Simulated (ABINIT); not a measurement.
# AlN: oneshot calculation (part 3 of 4)

Continued. System: AlN (2 atoms in the cell). Method: Kohn-Sham DFT of a periodic cell, PBE, PseudoDojo NC SR PBE v0.4.1 standard, no spin polarisation (ABINIT 10.8.3); cutoff 1142.88 eV, 6×6×6 k-mesh, fixed occupations. The structure derives from a Materials Project entry.

Geometry of the input (Å; fractional positions):
```
0.0000  2.1840  2.1840
2.1840  0.0000  2.1840
2.1840  2.1840  0.0000
Al 0.0000  0.0000  0.0000
N  0.2500  0.2500  0.2500
```

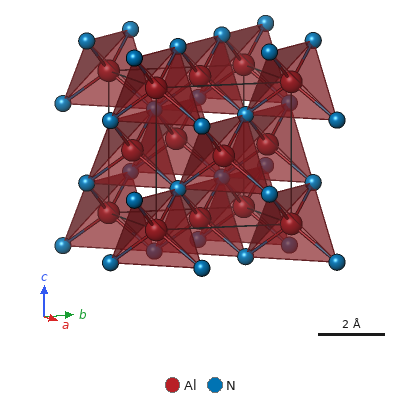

Fig. 1: The structure as given in the input (polyhedral view of the cell 4 times as large as that of the calculation, set on its symmetry axes, seen slightly off an axis; polyhedra are completed across the faces of the cell).

**The program's output, continued**
```
--- !SelfEnergy_ee
iteration_state: {dtset: 3, }
kpoint     : [   0.333,    0.167,    0.000, ]
spin       : 1
KS_gap     :    7.480
QP_gap     :    9.047
Delta_QP_KS:    1.567
data: !SigmaeeData |
     Band     E_DFT   <VxcDFT>   E(N-1)  <Hhartree>   SigX  SigC[E(N-1)]    Z     dSigC/dE  Sig[E(N)]  DeltaE  E(N)_pert E(N)_diago
        1    -8.482   -15.697    -8.482    -5.288    -5.560     0.000     1.000     0.000    -5.560    -2.366   -10.848   -10.848
        2     1.490   -14.231     1.490     4.323    -4.032     0.000     1.000     0.000    -4.032    -1.199     0.291     0.291
        3     4.219   -16.038     4.219     7.508    -4.291     0.000     1.000     0.000    -4.291    -1.002     3.217     3.217
        4     4.298   -16.141     4.298     7.614    -4.323     0.000     1.000     0.000    -4.323    -1.008     3.290     3.290
        5    11.778   -12.121    11.778    14.067    -1.730     0.000     1.000     0.000    -1.730     0.559    12.338    12.338
        6    15.472   -10.999    15.472    17.487    -1.301     0.000     1.000     0.000    -1.301     0.714    16.186    16.186
        7    16.419   -10.772    16.419    18.379    -1.219     0.000     1.000     0.000    -1.219     0.742    17.160    17.160
        8    18.369   -10.667    18.369    20.310    -1.092     0.000     1.000     0.000    -1.092     0.849    19.218    19.218
        9    19.994   -10.768    19.994    21.957    -1.026     0.000     1.000     0.000    -1.026     0.938    20.932    20.932
       10    24.481   -10.338    24.481    26.348    -0.842     0.000     1.000     0.000    -0.842     1.025    25.506    25.506
       11    25.380    -9.414    25.380    26.990    -0.658     0.000     1.000     0.000    -0.658     0.952    26.332    26.332
       12    29.290   -10.638    29.290    31.231    -0.744     0.000     1.000     0.000    -0.744     1.198    30.488    30.488
...

--- !SelfEnergy_ee
iteration_state: {dtset: 3, }
kpoint     : [   0.500,    0.167,    0.000, ]
spin       : 1
KS_gap     :    8.038
QP_gap     :    9.634
Delta_QP_KS:    1.596
data: !SigmaeeData |
     Band     E_DFT   <VxcDFT>   E(N-1)  <Hhartree>   SigX  SigC[E(N-1)]    Z     dSigC/dE  Sig[E(N)]  DeltaE  E(N)_pert E(N)_diago
        1    -7.632   -16.491    -7.632    -4.240    -5.725     0.000     1.000     0.000    -5.725    -2.333    -9.965    -9.965
        2    -0.137   -12.934    -0.137     2.372    -3.842     0.000     1.000     0.000    -3.842    -1.333    -1.470    -1.470
        3     3.590   -15.492     3.590     6.742    -4.199     0.000     1.000     0.000    -4.199    -1.047     2.543     2.543
        4     4.303   -16.196     4.303     7.632    -4.338     0.000     1.000     0.000    -4.338    -1.009     3.294     3.294
        5    12.341   -10.845    12.341    14.313    -1.386     0.000     1.000     0.000    -1.386     0.587    12.928    12.928
        6    14.336   -11.854    14.336    16.559    -1.540     0.000     1.000     0.000    -1.540     0.683    15.019    15.019
        7    17.263   -12.754    17.263    19.720    -1.531     0.000     1.000     0.000    -1.531     0.927    18.189    18.189
        8    17.454   -10.191    17.454    19.276    -1.043     0.000     1.000     0.000    -1.043     0.780    18.234    18.234
        9    21.896   -10.065    21.896    23.678    -0.826     0.000     1.000     0.000    -0.826     0.956    22.853    22.853
       10    25.469   -10.564    25.469    27.385    -0.777     0.000     1.000     0.000    -0.777     1.138    26.608    26.608
       11    25.792    -9.879    25.792    27.516    -0.707     0.000     1.000     0.000    -0.707     1.017    26.809    26.809
       12    29.514   -11.384    29.514    31.653    -0.961     0.000     1.000     0.000    -0.961     1.178    30.691    30.691
...

--- !SelfEnergy_ee
iteration_state: {dtset: 3, }
kpoint     : [  -0.333,    0.167,    0.000, ]
spin       : 1
KS_gap     :    8.495
QP_gap     :   10.152
Delta_QP_KS:    1.657
data: !SigmaeeData |
     Band     E_DFT   <VxcDFT>   E(N-1)  <Hhartree>   SigX  SigC[E(N-1)]    Z     dSigC/dE  Sig[E(N)]  DeltaE  E(N)_pert E(N)_diago
        1    -7.857   -16.256    -7.857    -4.524    -5.673     0.000     1.000     0.000    -5.673    -2.340   -10.197   -10.197
        2     0.258   -13.250     0.258     2.845    -3.890     0.000     1.000     0.000    -3.890    -1.302    -1.044    -1.044
        3     3.340   -15.254     3.340     6.432    -4.161     0.000     1.000     0.000    -4.161    -1.069     2.271     2.271
        4     4.648   -16.536     4.648     8.062    -4.392     0.000     1.000     0.000    -4.392    -0.978     3.670     3.670
        5    13.143   -12.236    13.143    15.462    -1.640     0.000     1.000     0.000    -1.640     0.679    13.822    13.822
        6    14.015   -10.839    14.015    15.987    -1.338     0.000     1.000     0.000    -1.338     0.633    14.649    14.649
        7    17.074   -12.621    17.074    19.496    -1.531     0.000     1.000     0.000    -1.531     0.891    17.964    17.964
        8    17.221    -9.823    17.221    18.953    -0.979     0.000     1.000     0.000    -0.979     0.752    17.974    17.974
        9    22.130   -10.152    22.130    23.946    -0.884     0.000     1.000     0.000    -0.884     0.932    23.061    23.061
       10    23.812    -9.981    23.812    25.565    -0.729     0.000     1.000     0.000    -0.729     1.023    24.835    24.835
       11    25.776   -10.077    25.776    27.559    -0.745     0.000     1.000     0.000    -0.745     1.039    26.815    26.815
       12    28.981   -11.498    28.981    31.144    -0.944     0.000     1.000     0.000    -0.944     1.219    30.200    30.200
...

--- !SelfEnergy_ee
iteration_state: {dtset: 3, }
kpoint     : [  -0.167,    0.167,    0.000, ]
spin       : 1
KS_gap     :    7.089
QP_gap     :    8.636
Delta_QP_KS:    1.547
data: !SigmaeeData |
     Band     E_DFT   <VxcDFT>   E(N-1)  <Hhartree>   SigX  SigC[E(N-1)]    Z     dSigC/dE  Sig[E(N)]  DeltaE  E(N)_pert E(N)_diago
        1    -8.808   -15.472    -8.808    -5.670    -5.520     0.000     1.000     0.000    -5.520    -2.382   -11.190   -11.190
        2     2.015   -14.522     2.015     4.919    -4.053     0.000     1.000     0.000    -4.053    -1.149     0.866     0.866
        3     3.957   -15.719     3.957     7.166    -4.234     0.000     1.000     0.000    -4.234    -1.025     2.932     2.932
        4     5.028   -16.899     5.028     8.533    -4.448     0.000     1.000     0.000    -4.448    -0.943     4.085     4.085
        5    12.118   -13.573    12.118    14.768    -2.046     0.000     1.000     0.000    -2.046     0.604    12.721    12.721
        6    15.993   -10.195    15.993    17.814    -1.087     0.000     1.000     0.000    -1.087     0.733    16.726    16.726
        7    16.632   -11.122    16.632    18.676    -1.294     0.000     1.000     0.000    -1.294     0.750    17.382    17.382
        8    17.885    -9.608    17.885    19.564    -0.902     0.000     1.000     0.000    -0.902     0.777    18.662    18.662
        9    19.701    -9.888    19.701    21.451    -0.954     0.000     1.000     0.000    -0.954     0.796    20.497    20.497
       10    22.767   -10.059    22.767    24.547    -0.812     0.000     1.000     0.000    -0.812     0.968    23.735    23.735
       11    25.966    -9.895    25.966    27.706    -0.718     0.000     1.000     0.000    -0.718     1.022    26.988    26.988
       12    26.636   -10.006    26.636    28.410    -0.710     0.000     1.000     0.000    -0.710     1.063    27.699    27.699
...

--- !SelfEnergy_ee
iteration_state: {dtset: 3, }
kpoint     : [   0.333,    0.333,    0.000, ]
spin       : 1
KS_gap     :    6.212
QP_gap     :    7.692
Delta_QP_KS:    1.480
data: !SigmaeeData |
     Band     E_DFT   <VxcDFT>   E(N-1)  <Hhartree>   SigX  SigC[E(N-1)]    Z     dSigC/dE  Sig[E(N)]  DeltaE  E(N)_pert E(N)_diago
        1    -7.980   -16.068    -7.980    -4.694    -5.628     0.000     1.000     0.000    -5.628    -2.341   -10.322   -10.322
        2     1.274   -14.304     1.274     4.125    -4.078     0.000     1.000     0.000    -4.078    -1.227     0.047     0.047
        3     3.766   -15.695     3.766     6.970    -4.260     0.000     1.000     0.000    -4.260    -1.056     2.710     2.710
        4     3.766   -15.695     3.766     6.970    -4.260     0.000     1.000     0.000    -4.260    -1.056     2.710     2.710
        5     9.978   -10.096     9.978    11.762    -1.360     0.000     1.000     0.000    -1.360     0.424    10.402    10.402
        6    14.574    -9.515    14.574    16.216    -1.059     0.000     1.000     0.000    -1.059     0.583    15.156    15.156
        7    17.473   -13.655    17.473    20.150    -1.688     0.000     1.000     0.000    -1.688     0.990    18.463    18.463
        8    19.959   -11.676    19.959    22.148    -1.164     0.000     1.000     0.000    -1.164     1.025    20.984    20.984
        9    19.959   -11.676    19.959    22.148    -1.164     0.000     1.000     0.000    -1.164     1.025    20.984    20.984
       10    26.202   -10.198    26.202    28.041    -0.787     0.000     1.000     0.000    -0.787     1.052    27.253    27.253
       11    29.066   -11.410    29.066    31.193    -0.881     0.000     1.000     0.000    -0.881     1.246    30.312    30.312
       12    30.249   -10.548    30.249    32.168    -0.736     0.000     1.000     0.000    -0.736     1.182    31.431    31.431
...

--- !SelfEnergy_ee
iteration_state: {dtset: 3, }
kpoint     : [   0.500,    0.333,    0.000, ]
spin       : 1
KS_gap     :    6.188
QP_gap     :    7.666
Delta_QP_KS:    1.478
data: !SigmaeeData |
     Band     E_DFT   <VxcDFT>   E(N-1)  <Hhartree>   SigX  SigC[E(N-1)]    Z     dSigC/dE  Sig[E(N)]  DeltaE  E(N)_pert E(N)_diago
        1    -7.319   -16.723    -7.319    -3.870    -5.766     0.000     1.000     0.000    -5.766    -2.317    -9.636    -9.636
        2     0.615   -13.650     0.615     3.304    -3.972     0.000     1.000     0.000    -3.972    -1.283    -0.668    -0.668
        3     2.633   -14.506     2.633     5.538    -4.018     0.000     1.000     0.000    -4.018    -1.114     1.519     1.519
        4     3.663   -15.636     3.663     6.852    -4.255     0.000     1.000     0.000    -4.255    -1.066     2.597     2.597
        5     9.851   -10.089     9.851    11.634    -1.371     0.000     1.000     0.000    -1.371     0.412    10.263    10.263
        6    14.825   -10.591    14.825    16.733    -1.275     0.000     1.000     0.000    -1.275     0.634    15.459    15.459
        7    17.992   -13.893    17.992    20.730    -1.697     0.000     1.000     0.000    -1.697     1.041    19.034    19.034
        8    19.739   -11.470    19.739    21.877    -1.133     0.000     1.000     0.000    -1.133     1.005    20.744    20.744
        9    20.496   -11.731    20.496    22.696    -1.127     0.000     1.000     0.000    -1.127     1.074    21.570    21.570
       10    26.752   -10.167    26.752    28.575    -0.711     0.000     1.000     0.000    -0.711     1.112    27.864    27.864
       11    29.217   -11.911    29.217    31.478    -0.975     0.000     1.000     0.000    -0.975     1.286    30.503    30.503
       12    31.081   -11.689    31.081    33.299    -0.985     0.000     1.000     0.000    -0.985     1.233    32.314    32.314
...

--- !SelfEnergy_ee
iteration_state: {dtset: 3, }
kpoint     : [  -0.333,    0.333,    0.000, ]
spin       : 1
KS_gap     :    7.164
QP_gap     :    8.698
Delta_QP_KS:    1.535
data: !SigmaeeData |
     Band     E_DFT   <VxcDFT>   E(N-1)  <Hhartree>   SigX  SigC[E(N-1)]    Z     dSigC/dE  Sig[E(N)]  DeltaE  E(N)_pert E(N)_diago
        1    -7.258   -16.833    -7.258    -3.782    -5.794     0.000     1.000     0.000    -5.794    -2.317    -9.575    -9.575
        2     0.876   -13.354     0.876     3.492    -3.852     0.000     1.000     0.000    -3.852    -1.236    -0.360    -0.360
        3     1.474   -13.924     1.474     4.231    -3.977     0.000     1.000     0.000    -3.977    -1.220     0.254     0.254
        4     4.061   -15.972     4.061     7.334    -4.302     0.000     1.000     0.000    -4.302    -1.029     3.032     3.032
        5    11.225   -10.355    11.225    13.075    -1.344     0.000     1.000     0.000    -1.344     0.505    11.730    11.730
        6    15.316   -12.541    15.316    17.710    -1.622     0.000     1.000     0.000    -1.622     0.772    16.088    16.088
        7    17.719   -13.891    17.719    20.457    -1.728     0.000     1.000     0.000    -1.728     1.010    18.729    18.729
        8    18.598   -10.794    18.598    20.569    -1.079     0.000     1.000     0.000    -1.079     0.892    19.490    19.490
        9    21.220   -10.044    21.220    23.000    -0.846     0.000     1.000     0.000    -0.846     0.934    22.154    22.154
       10    23.650    -9.978    23.650    25.425    -0.812     0.000     1.000     0.000    -0.812     0.963    24.613    24.613
       11    29.663   -11.459    29.663    31.803    -0.858     0.000     1.000     0.000    -0.858     1.281    30.945    30.945
       12    29.839   -10.046    29.839    31.613    -0.665     0.000     1.000     0.000    -0.665     1.109    30.948    30.948
...

--- !SelfEnergy_ee
iteration_state: {dtset: 3, }
kpoint     : [   0.500,    0.500,    0.000, ]
spin       : 1
KS_gap     :    5.099
QP_gap     :    6.533
Delta_QP_KS:    1.435
data: !SigmaeeData |
     Band     E_DFT   <VxcDFT>   E(N-1)  <Hhartree>   SigX  SigC[E(N-1)]    Z     dSigC/dE  Sig[E(N)]  DeltaE  E(N)_pert E(N)_diago
        1    -7.121   -16.923    -7.121    -3.621    -5.809     0.000     1.000     0.000    -5.809    -2.310    -9.431    -9.431
        2     0.262   -13.467     0.262     2.906    -3.962     0.000     1.000     0.000    -3.962    -1.318    -1.055    -1.055
        3     3.385   -15.431     3.385     6.522    -4.229     0.000     1.000     0.000    -4.229    -1.091     2.294     2.294
        4     3.385   -15.431     3.385     6.522    -4.229     0.000     1.000     0.000    -4.229    -1.091     2.294     2.294
        5     8.484    -9.206     8.484    10.044    -1.217     0.000     1.000     0.000    -1.217     0.343     8.827     8.827
        6    13.811    -9.461    13.811    15.437    -1.076     0.000     1.000     0.000    -1.076     0.551    14.361    14.361
        7    19.079   -15.008    19.079    22.093    -1.814     0.000     1.000     0.000    -1.814     1.201    20.280    20.280
        8    20.856   -12.137    20.856    23.158    -1.162     0.000     1.000     0.000    -1.162     1.140    21.996    21.996
        9    20.856   -12.137    20.856    23.158    -1.162     0.000     1.000     0.000    -1.162     1.140    21.996    21.996
       10    28.674   -11.966    28.674    30.950    -1.020     0.000     1.000     0.000    -1.020     1.256    29.930    29.930
       11    29.109    -9.546    29.109    30.779    -0.507     0.000     1.000     0.000    -0.507     1.163    30.272    30.272
       12    31.676   -11.926    31.676    33.953    -1.042     0.000     1.000     0.000    -1.042     1.236    32.911    32.911
...

--- !SelfEnergy_ee
iteration_state: {dtset: 3, }
kpoint     : [   0.500,    0.333,    0.167, ]
spin       : 1
KS_gap     :    7.651
QP_gap     :    9.208
Delta_QP_KS:    1.557
data: !SigmaeeData |
     Band     E_DFT   <VxcDFT>   E(N-1)  <Hhartree>   SigX  SigC[E(N-1)]    Z     dSigC/dE  Sig[E(N)]  DeltaE  E(N)_pert E(N)_diago
        1    -7.720   -16.338    -7.720    -4.366    -5.686     0.000     1.000     0.000    -5.686    -2.332   -10.052   -10.052
        2     0.848   -13.736     0.848     3.558    -3.963     0.000     1.000     0.000    -3.963    -1.254    -0.405    -0.405
        3     2.845   -14.849     2.845     5.836    -4.105     0.000     1.000     0.000    -4.105    -1.114     1.731     1.731
        4     3.943   -15.667     3.943     7.139    -4.216     0.000     1.000     0.000    -4.216    -1.020     2.923     2.923
        5    11.594   -11.277    11.594    13.674    -1.543     0.000     1.000     0.000    -1.543     0.537    12.131    12.131
        6    15.635   -11.307    15.635    17.717    -1.375     0.000     1.000     0.000    -1.375     0.707    16.341    16.341
        7    16.053   -11.952    16.053    18.314    -1.460     0.000     1.000     0.000    -1.460     0.801    16.854    16.854
        8    18.648   -11.505    18.648    20.795    -1.200     0.000     1.000     0.000    -1.200     0.947    19.595    19.595
        9    20.908   -10.954    20.908    22.919    -1.020     0.000     1.000     0.000    -1.020     0.991    21.899    21.899
       10    25.105   -10.317    25.105    26.958    -0.773     0.000     1.000     0.000    -0.773     1.079    26.184    26.184
       11    28.275   -10.239    28.275    30.102    -0.736     0.000     1.000     0.000    -0.736     1.091    29.366    29.366
       12    29.444   -10.875    29.444    31.440    -0.802     0.000     1.000     0.000    -0.802     1.194    30.638    30.638
...

--- !SelfEnergy_ee
iteration_state: {dtset: 3, }
kpoint     : [  -0.333,    0.333,    0.167, ]
spin       : 1
KS_gap     :    8.141
QP_gap     :    9.724
Delta_QP_KS:    1.583
data: !SigmaeeData |
     Band     E_DFT   <VxcDFT>   E(N-1)  <Hhartree>   SigX  SigC[E(N-1)]    Z     dSigC/dE  Sig[E(N)]  DeltaE  E(N)_pert E(N)_diago
        1    -7.258   -16.835    -7.258    -3.780    -5.794     0.000     1.000     0.000    -5.794    -2.317    -9.575    -9.575
        2     0.537   -13.213     0.537     3.116    -3.852     0.000     1.000     0.000    -3.852    -1.273    -0.736    -0.736
        3     2.230   -14.493     2.230     5.131    -4.060     0.000     1.000     0.000    -4.060    -1.159     1.071     1.071
        4     3.513   -15.164     3.513     6.583    -4.113     0.000     1.000     0.000    -4.113    -1.044     2.469     2.469
        5    11.654   -11.390    11.654    13.763    -1.569     0.000     1.000     0.000    -1.569     0.539    12.193    12.193
        6    15.249   -11.513    15.249    17.388    -1.424     0.000     1.000     0.000    -1.424     0.716    15.964    15.964
        7    17.214   -12.974    17.214    19.723    -1.590     0.000     1.000     0.000    -1.590     0.919    18.133    18.133
        8    18.256   -11.629    18.256    20.435    -1.254     0.000     1.000     0.000    -1.254     0.924    19.181    19.181
        9    21.983   -10.158    21.983    23.795    -0.835     0.000     1.000     0.000    -0.835     0.977    22.960    22.960
       10    23.768   -10.395    23.768    25.639    -0.836     0.000     1.000     0.000    -0.836     1.036    24.803    24.803
       11    29.177   -10.470    29.177    31.060    -0.726     0.000     1.000     0.000    -0.726     1.157    30.334    30.334
       12    30.314   -11.490    30.314    32.474    -0.942     0.000     1.000     0.000    -0.942     1.217    31.531    31.531
...
```
